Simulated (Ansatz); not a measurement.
# A thicker film of AgCl (001) from two thinner ones

In a field along its normal an insulating film takes a dipole p. Written as a length, p/(ε₀AE), it should grow by 1 − 1/ε for each ångström added.

**Method.** Ansatz 0.2.0, plane waves with PAW datasets (its set soft_2), PBE; rocksalt films relaxed at a bulk in-plane lattice constant near the measured one, then held in weak fields of both signs with a dipole correction (A is the cell's area, E the outer field).

| run | distance between the outer atoms (Å) | p/(ε₀AE) (Å) |
| --- | --- | --- |
| 3 units | 5.805 | 6.803 |
| 5 units | 11.525 | 11.321 |
| 8 units | 20.081 | ? |

Q: Estimate the withheld value from the rows shown.

Two rows fix a line: slope = (11.321 − 6.803) / (11.525 − 5.805) = 0.7899, intercept 2.2175. That slope means ε = 1/(1 − 0.7899) = 4.76. At 20.081 it gives 0.7899 × 20.081 + 2.2175 = 18.079 Å, beyond the rows fitted. Rounding of the rows alone allows about ±0.004 Å there; two rows can't show whether the line holds.

The run itself gives 18.110 Å: a miss of +0.031 Å, or 0.2 % of the value. The length is met to within 1 %, though ε is more sensitive than the length: the two thickest films give ε = 4.84.

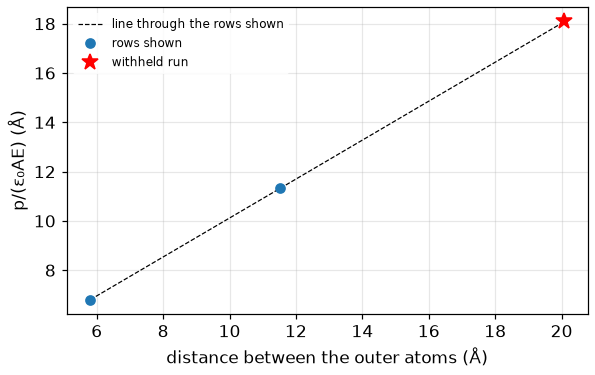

The fit and the withheld run.

**Limits.** This is the electronic response alone. A unit is one step of the cut along the normal (a plane, a pair of planes or a cell), and the layers relax along it, away from their bulk spacing where the functional's lattice constant differs from the one held.
